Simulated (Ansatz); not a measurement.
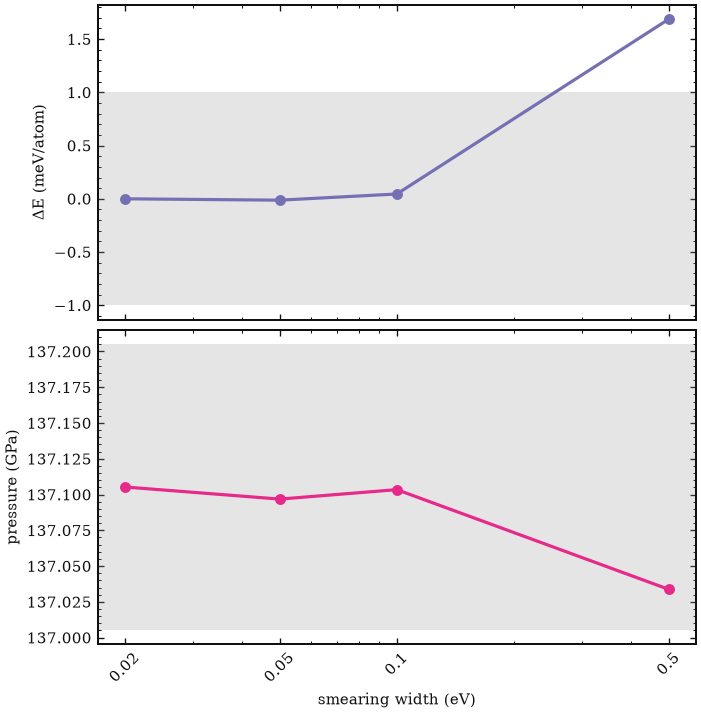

Scan of the smearing width.
- system: TaN (P6_3mc, 4 atoms in the cell; far from its equilibrium volume)
- method: DFT PBE, scalar-relativistic, plane waves, PAW (Ansatz 0.2.0); cutoff 420 eV, 15×15×8 k-mesh, Methfessel–Paxton smearing
ΔE is the free energy less its value at the smallest setting, 0.02 eV.
Dashed lines or grey bands mark the tolerance: 1 meV/atom and 0.1 GPa.
The atoms sit off their equilibrium sites.

Question: What is enough for the free energy to 1 meV/atom?

Answer: The free energy is within 1 meV/atom of the smallest setting's value from 0.1 eV down. It is off by +1.7 meV/atom at 0.5 eV.

Question: How does the pressure behave (tolerance 0.1 GPa)?

Answer: The pressure is within 0.1 GPa of the smallest setting's value at every setting shown, 0.5 eV included. The largest deviation is 0.07 GPa.
